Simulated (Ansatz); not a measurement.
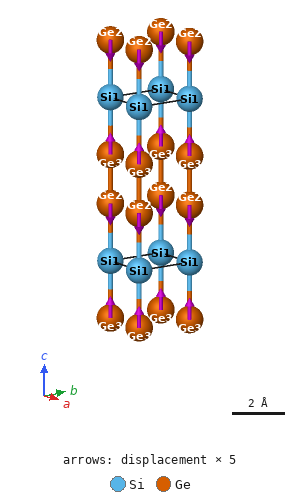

A relaxation of solid SiGe₂ (a generated structure, set up in P6/mmm) (coarse preliminary run). The starting structure is drawn; purple arrows show the displacements (the part carried along by the change of the cell is left out), magnified 5 times.

The picture is a ball-and-stick view of the cell of the calculation, seen slightly off an axis.

Theory: DFT PBE, scalar-relativistic, plane waves, PAW (Ansatz 0.2.0). Set-up: plane-wave cutoff 420 eV; k-point mesh 6 × 6 × 4; occupations gaussian; smearing width 0.1 eV; no spin polarisation; cell and atoms relaxed; force threshold 0.04 eV/Å; at most 70 steps.

> Atoms of which element are displaced furthest, and by how much?

Germanium: up to 0.17 Å, against 0.00 Å for silicon.

> Describe the change and its energy.

The largest moves relative to the cell, 0.17 Å, are those of Ge2 and Ge3. Ge2 goes along −c. Si stays in place. The volume changes by +3.3 %, with a = b 3.094 → 2.763 Å (−10.7 %), c 6.368 → 8.246 Å (+29.5 %). Near-neighbour distances that change, for instance: Ge2–Ge3 1.918 → 2.825 Å, Si1–Ge2 2.225 → 2.710 Å, Ge2–Ge2 3.094 → 2.763 Å, Si1–Si1 3.094 → 2.763 Å. The space group stays P6/mmm (No. 191). The energy falls by 1291 meV per atom in 10 accepted moves (12 points after the start). Largest force component: 10 eV/Å at the start, 0.0024 eV/Å at the end. Pressure: 27.74 GPa at the start and 0.02 GPa at the end. The SCF was repeated twice at an unchanged geometry on a basis and grid sized afresh for the cell, which shifted the energy by 32.0 meV per atom at most. Cost: 19 s on 1 thread of Arm Neoverse V1, with other jobs on the host, peak memory 0.32 GiB.
